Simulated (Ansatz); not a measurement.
```
Ta
1.0
     2.87439    0.00000    0.00000
    -0.95813    2.71000    0.00000
     0.00000    0.00000   24.38770
Ta
5
Direct
  0.50000 0.50000 0.30753
  0.00000 0.00000 0.40377
  0.50000 0.50000 0.50000
  0.00000 0.00000 0.59623
  0.50000 0.50000 0.69247
```

Not relaxed (largest force 0.5 eV/Å); computed without spin polarisation.

Level of theory: DFT PBE, scalar-relativistic, plane waves, PAW in Ansatz.

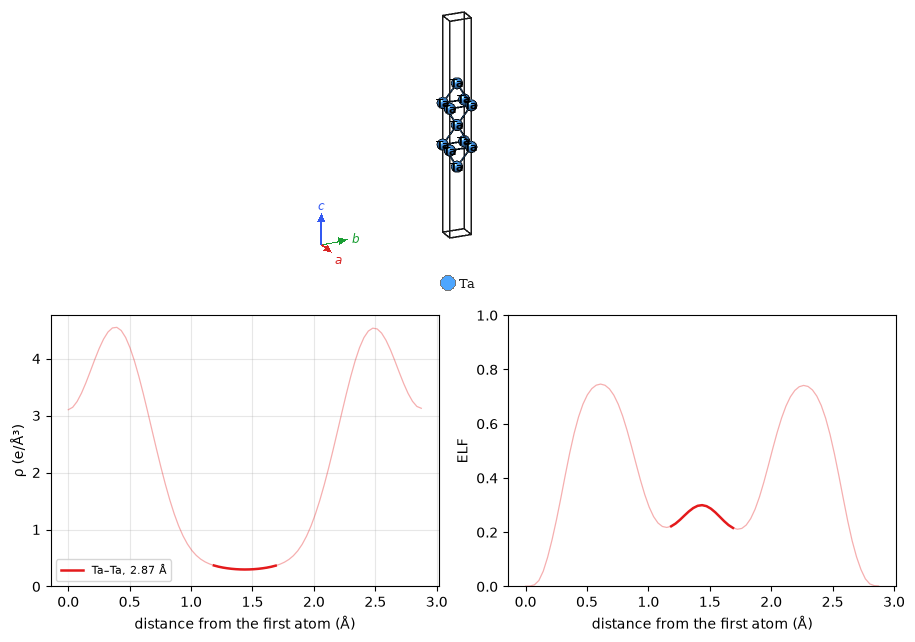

Ta (slab). Valence charge density (pseudo) and ELF along straight lines between neighbouring atoms. Thin, pale parts lie inside the atomic spheres. The structure is drawn too.

In a PAW calculation such maps are meaningful between the atoms, not at the nuclei.

**What can be read from the curves?**

Ta–Ta (2.87 Å): the density is about 0.3 e/Å³ at the midpoint; the ELF is about 0.30 at the midpoint; no localised pair shows between them.
